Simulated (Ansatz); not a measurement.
# What a change does: single-point calculation on NiGe

System: NiGe (2 atoms in the cell).
Method of the first run: DFT PBEsol, scalar-relativistic, plane waves, PAW, spin-polarised (Ansatz 0.2.0).

The structure was built on a prototype by a generator; it need not be a known phase. Text and figures count atoms from 1; the logs count them from 0 in places.

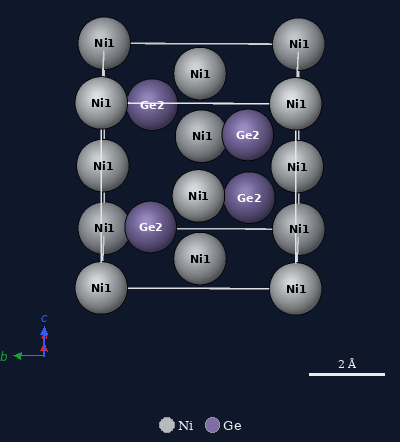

Figure 1. The structure as given in the input (spheres-only view of the cell 4 times as large as that of the calculation, set on its symmetry axes, seen at an oblique angle; atoms are numbered from 1 in the order of the input). An atom can appear more than once, as a periodic image.

## Input, the first run
```yaml
crystal:
  lattice:
    - [0.0, 2.6210653999, 2.6210653999]
    - [2.6210653999, 0.0, 2.6210653999]
    - [2.6210653999, 2.6210653999, 0.0]
  atoms:
    - { symbol: Ni, position: [0.0, 0.0, 0.0], spin: 2.5 }
    - { symbol: Ge, position: [0.25, 0.25, 0.25] }
basis:
  ecutwfc: 420
kpoints:
  mp_grid: { grid: [14, 14, 14] }
hamiltonian:
  xc: pbesol
scf:
  occupations: { method: gaussian, width: 0.1 }
  lower_state_search: "off"
output:
  forces: true
  stress: true
  eigenvalues: true
  populations: true
magnetization:
  spin_polarized: true
```

Launched with:
```bash
ansatz run input.yaml --threads 1 --pin off --max-ram 2560MiB --backend cpu --events-out ev --progress --plain --runs-dir out
```

Hardware: 1 thread of Intel Xeon (Granite Rapids), 16 GiB of memory available, shared host.

## Output, shortened to warnings, some set-up lines, iterations and results (the first run)
```
WARN: the starting moments were not kept: the SCF closed with an absolute magnetisation of 2.5e-7 μB, where they sum to 2.5 μB in size (1 site). That is at most 0.1 of that sum. Measured as dr2_m measures the in/out step, that magnetisation stands 2.2e-14 eV from none, at or under the dr2_threshold of 1.0e-7 eV: it is no larger than a step whose dr2_m would equal this threshold. The system may …
Basis set: ecut = 420 eV, 725 PW (Γ), exchange–correlation on 50×50×50 points (8 copies of the dense FFT grid, shifted against one another)
Symmetry: 24 space group operations
k-points: 104 of 2744 (time reversal used)
Initial density: superposition of atomic densities (chi_scale 0.1, normalization cell)
[...]
SCF iter   1: F=—  HF=-10057.665095 eV  |F-HF|=—  |Δ(HF+E_count)|=         —  Δρ=2.21e-1 (↑8.71e-2 ↓2.21e-1)  dr2=6.19e0  dr2_m=7.69e0  M=0.333 μB ∫|m|=0.489 μB  β_m=0.30  …
SCF iter   2: F=—  HF=-10057.548440 eV  |F-HF|=—  |Δ(HF+E_count)|=   1.17e-1  Δρ=1.15e-1 (↑1.15e-1 ↓7.73e-2)  dr2=4.32e-1  dr2_m=2.93e0  M=0.479 μB ∫|m|=0.671 μB  β_m=0.30  …
SCF iter   3: F=—  HF=-10057.649045 eV  |F-HF|=—  |Δ(HF+E_count)|=   1.01e-1  Δρ=9.74e-2 (↑6.93e-2 ↓9.74e-2)  dr2=6.76e-1  dr2_m=2.25e0  M=0.282 μB ∫|m|=0.480 μB  β_m=0.30  …
SCF iter   4: F=—  HF=-10057.761775 eV  |F-HF|=—  |Δ(HF+E_count)|=   1.13e-1  Δρ=9.13e-2 (↑9.13e-2 ↓1.50e-2)  dr2=1.84e0  dr2_m=8.61e-1  M=0.383 μB ∫|m|=0.567 μB  β_m=0.30  …
SCF iter   5: F=—  HF=-10057.701582 eV  |F-HF|=—  |Δ(HF+E_count)|=   6.02e-2  Δρ=5.14e-2 (↑5.14e-2 ↓4.81e-2)  dr2=1.10e-2  dr2_m=8.16e-1  M=0.220 μB ∫|m|=0.402 μB  β_m=0.30  …
[... 9 lines ...]
SCF iter  15: F=-10057.845539 eV  HF=-10057.845539 eV  |F-HF|=5.03e-9  |Δ(HF+E_count)|=   2.06e-7  Δρ=1.05e-5 (↑1.05e-5 ↓5.13e-6)  dr2=7.39e-8  dr2_m=7.28e-9  M=0.000 μB …
SCF iter  16: F=-10057.845539 eV  HF=-10057.845539 eV  |F-HF|=1.64e-9  |Δ(HF+E_count)|=   1.11e-8  Δρ=3.21e-6 (↑2.70e-6 ↓3.21e-6)  dr2=1.14e-8  dr2_m=1.38e-9  M=0.000 μB …
SCF iter  17: F=-10057.845539 eV  HF=-10057.845539 eV  |F-HF|=1.32e-9  |Δ(HF+E_count)|=   2.88e-9  Δρ=2.12e-6 (↑2.12e-6 ↓6.54e-7)  dr2=2.23e-9  dr2_m=2.37e-10  M=0.000 μB …
SCF iter  18: F=-10057.845539 eV  HF=-10057.845539 eV  |F-HF|=1.82e-12  |Δ(HF+E_count)|=  2.91e-11  Δρ=9.14e-8 (↑8.87e-8 ↓9.14e-8)  dr2=1.69e-11  dr2_m=2.27e-13  M=0.000 μB …
SCF 1 converged in 18 iterations: F = -10057.845539 eV  dr2 = 1.69e-11
SCF converged after 18 iterations
Magnetization: 0.0000 μB (16.0000 up, 16.0000 down)
Absolute magnetization: 0.0000 μB (∫|ρ↑−ρ↓|, with the PAW one-centre terms)
Spin contamination: 0.0000 ħ² per cell (⟨S²⟩ above its minimum at these occupations)
Per-site moments (μB) at R_I (Å): [(7.118271272172278e-8, 0.9363375537837001), (4.54329869736294e-8, 0.9363375537837001)]
Free energy (F): -10057.845539 eV
Harris-Foulkes:  -10057.845539 eV  (|F-HF|=1.82e-12)
Internal energy: -10057.840483 eV  (E = F + TS)
E sigma→0 (E₀):  -10057.843011 eV
Entropy (-TS):   -0.005056 eV (-2.528 meV/atom)
Fermi energy:    9.999485 eV
--- Per-component energies (eV) ---
  E_band       = -552.158487
  E_kinetic    = 396.349214
  E_local      = -6906.415520  (includes V_loc(G=0)·N_el)
  E_nonlocal   = 1059.533077
  E_hartree    = 2956.539922
  E_xc         = -158.667151
  E_vxc        = -172.966308  (∫ρ·V_xc dr)
  E_paw        = -3576.690156  (= ΣΔE_a)
  E_vpaw       = -841.739574  (= ΣTr[D̂ρ^β])
  E_aug_tail   = 0.000721  (compensation charges beyond the density's cutoff)
  E_ewald      = -3829.605816
  E_core_change = 1.115225  (= ΣΔE_core)
  E_smearing   = -0.005056  (= −TS)
  E_closure    = 0.000000  (closes the sum)
  Σ components = -10057.845539   (vs F -10057.845539, Δ=0.00e0)
--- Forces (eV/Å), atoms counted from 1 ---
  atom   1  Ni    -0.00000000     0.00000000     0.00000000
  atom   2  Ge    -0.00000000     0.00000000    -0.00000000
  max |Σ_I F_I| component: 1.52e-16 eV/Å
--- Stress (GPa, compression-positive) ---
        0.000240      -0.000000       0.000000
       -0.000000       0.000240      -0.000000
        0.000000      -0.000000       0.000240
  P = ⅓ Tr σ = 0.0002 GPa (0.002 kbar)
--- Löwdin populations: 2 sites ---
  site symbol       q [e]    m [muB]
     0     Ni     17.5876     0.0000
     1     Ge     14.2572     0.0000
  spilling = 0.004849 (of n_electrons = 32.000000)
```

For the second run the input was changed thus:
```diff
-  ecutwfc: 420
+  ecutwfc: 500
-  xc: pbesol
+  xc: r2scan
+  write_density: true
+  write_potential: true
+  elf: true
+  volumetric_format: npy
```

What does this change do to the results?

The total energies belong to different methods, so their difference says nothing on which is more stable or more accurate. The pressure goes from 0.00 to 1.21 GPa. The functional changes from PBEsol to r2SCAN. The SCF takes 26 iterations against 18. The plane waves at Γ go from 725 to 941. On the same kind of shared host the second run took about 3.2 times as long.

## Output, shortened to warnings, some set-up lines, iterations and results (the second run)
```
WARN: the starting moments were not kept: the SCF closed with an absolute magnetisation of 8.1e-6 μB, where they sum to 2.5 μB in size (1 site). That is at most 0.1 of that sum. Measured as dr2_m measures the in/out step, that magnetisation stands 1.0e-10 eV from none, at or under the dr2_threshold of 1.0e-7 eV: it is no larger than a step whose dr2_m would equal this threshold. The system may …
Basis set: ecut = 500 eV, 941 PW (Γ), exchange–correlation on 120×120×120 points (64 copies of the dense FFT grid, shifted against one another)
Symmetry: 24 space group operations
k-points: 104 of 2744 (time reversal used)
Initial density: superposition of atomic densities (chi_scale 0.1, normalization cell)
[...]
SCF iter   1: F=-10142.137780 eV  HF=-10147.110023 eV  |F-HF|=4.97e0  |Δ(HF+E_count)|=         —  Δρ=2.21e-1 (↑7.08e-2 ↓2.21e-1)  dr2=7.37e0  dr2_τ=7.65e-2  dr2_m=6.84e0  …
SCF iter   2: F=-10147.095971 eV  HF=-10146.870464 eV  |F-HF|=2.26e-1  |Δ(HF+E_count)|=   2.40e-1  Δρ=9.69e-2 (↑9.69e-2 ↓7.37e-2)  dr2=2.99e-1  dr2_τ=1.17e-2  dr2_m=2.30e0  …
SCF iter   3: F=-10147.008356 eV  HF=-10147.130981 eV  |F-HF|=1.23e-1  |Δ(HF+E_count)|=   2.61e-1  Δρ=9.25e-2 (↑6.10e-2 ↓9.25e-2)  dr2=7.16e-1  dr2_τ=1.03e-2  dr2_m=1.90e0  …
SCF iter   4: F=-10144.789714 eV  HF=-10147.445483 eV  |F-HF|=2.66e0  |Δ(HF+E_count)|=   3.15e-1  Δρ=9.35e-2 (↑9.35e-2 ↓2.56e-2)  dr2=3.65e0  dr2_τ=8.24e-3  dr2_m=4.27e-1  …
SCF iter   5: F=-10147.385177 eV  HF=-10147.276885 eV  |F-HF|=1.08e-1  |Δ(HF+E_count)|=   1.69e-1  Δρ=5.22e-2 (↑5.22e-2 ↓3.99e-2)  dr2=5.22e-2  dr2_τ=6.26e-3  dr2_m=6.97e-1  …
[... 17 lines ...]
SCF iter  23: F=-10147.492099 eV  HF=-10147.492099 eV  |F-HF|=5.98e-9  |Δ(HF+E_count)|=   4.76e-9  Δρ=1.24e-6 (↑1.24e-6 ↓7.21e-7)  dr2=1.17e-10  dr2_τ=8.37e-13  …
SCF iter  24: F=-10147.492099 eV  HF=-10147.492099 eV  |F-HF|=4.63e-9  |Δ(HF+E_count)|=   1.92e-9  Δρ=1.31e-6 (↑1.31e-6 ↓4.58e-7)  dr2=2.04e-10  dr2_τ=7.24e-13  …
SCF iter  25: F=-10147.492099 eV  HF=-10147.492099 eV  |F-HF|=1.52e-9  |Δ(HF+E_count)|=   4.22e-9  Δρ=7.44e-7 (↑7.44e-7 ↓3.43e-7)  dr2=5.56e-11  dr2_τ=6.09e-13  …
SCF iter  26: F=-10147.492099 eV  HF=-10147.492099 eV  |F-HF|=4.66e-10  |Δ(HF+E_count)|=   1.50e-9  Δρ=3.55e-7 (↑3.55e-7 ↓3.22e-7)  dr2=4.21e-11  dr2_τ=2.89e-13  …
SCF 1 converged in 26 iterations: F = -10147.492099 eV  dr2 = 4.21e-11
this state was not tested for a lower state beside it, because the mixer in use, unlike msr1, does not test its closes by its own steps (another_mixer; see scf.mixing.algorithm and scf.lower_state_search)
SCF converged after 26 iterations
Magnetization: 0.0000 μB (16.0000 up, 16.0000 down)
Absolute magnetization: 0.0000 μB (∫|ρ↑−ρ↓|, with the PAW one-centre terms)
Spin contamination: 0.0000 ħ² per cell (⟨S²⟩ above its minimum at these occupations)
Per-site moments (μB) at R_I (Å): [(5.710675423832844e-6, 0.9363375537837001), (8.568175736269886e-7, 0.9363375537837001)]
Free energy (F): -10147.492099 eV
Harris-Foulkes:  -10147.492099 eV  (|F-HF|=4.66e-10)
Internal energy: -10147.487071 eV  (E = F + TS)
E sigma→0 (E₀):  -10147.489585 eV
Entropy (-TS):   -0.005028 eV (-2.514 meV/atom)
Fermi energy:    10.021312 eV
--- Per-component energies (eV) ---
  E_band       = -582.555063
  E_kinetic    = 395.519248
  E_local      = -6915.538464  (includes V_loc(G=0)·N_el)
  E_nonlocal   = 1063.032903
  E_hartree    = 2968.512811
  E_xc         = -147.053110
  E_vxc        = -184.041320  (∫ρ·V_xc dr)
  E_paw        = -3680.969062  (= ΣΔE_a)
  E_vpaw       = -891.293875  (= ΣTr[D̂ρ^β])
  E_aug_tail   = 0.000253  (compensation charges beyond the density's cutoff)
  E_vtau       = 12.740930  (kinetic-family band-sum trace: ∫τ·v_τ [+ j·A + Jᵃ·Aᵃ] dr)
  E_ewald      = -3829.605816
  E_core_change = -1.385834  (= ΣΔE_core)
  E_smearing   = -0.005028  (= −TS)
  E_closure    = -0.000000  (closes the sum)
  Σ components = -10147.492099   (vs F -10147.492099, Δ=0.00e0)
--- Forces (eV/Å), atoms counted from 1 ---
  atom   1  Ni    -0.00000000     0.00000000    -0.00000000
  atom   2  Ge    -0.00000000     0.00000000    -0.00000000
  max |Σ_I F_I| component: 1.69e-16 eV/Å
--- Stress (GPa, compression-positive) ---
        1.212875      -0.000000       0.000000
        0.000000       1.212875      -0.000000
        0.000000      -0.000000       1.212875
  P = ⅓ Tr σ = 1.2129 GPa (12.129 kbar)
--- Löwdin populations: 2 sites ---
  site symbol       q [e]    m [muB]
     0     Ni     17.5776     0.0000
     1     Ge     14.2741     0.0000
  spilling = 0.004634 (of n_electrons = 32.000000)
```

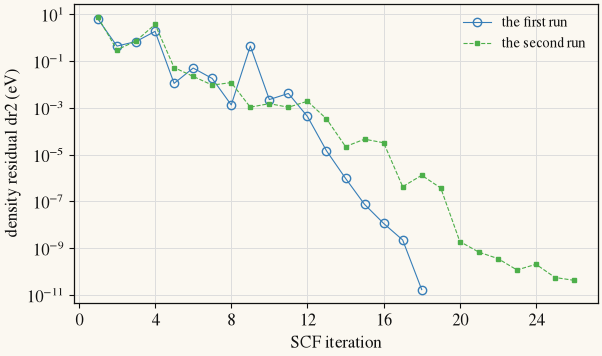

Figure 2. Convergence of the two runs: density residual dr2 against the SCF iteration. The first run takes 18 iterations in all, and the second run takes 26.

## The two runs side by side

| quantity | the first run | the second run |
| --- | --- | --- |
| outcome | converged | converged |
| free energy per atom (eV) | −5028.9228 | −5073.7460 |
| energy per atom, smearing taken to zero (eV) | −5028.9215 | −5073.7448 |
| gap on the mesh (eV) | 0.00 | 0.00 |
| net moment of the cell (μB) | 0.00 | 0.00 |
| absolute moment of the cell (μB) | 0.00 | 0.00 |
| pressure (GPa) | 0.00 | 1.21 |
| largest force (eV/Å) | 0.000 | 0.000 |
| SCF iterations | 18 | 26 |
| irreducible k-points | 104 | 104 |
| plane waves at Γ | 725 | 941 |
| wall time (shared host) | 18 s | 58 s |

For the first run: Warnings: some starting moments were not kept. For the second run: The electronic state found may not be the lowest one. Warnings: some starting moments were not kept; the state was not tested for a lower one.
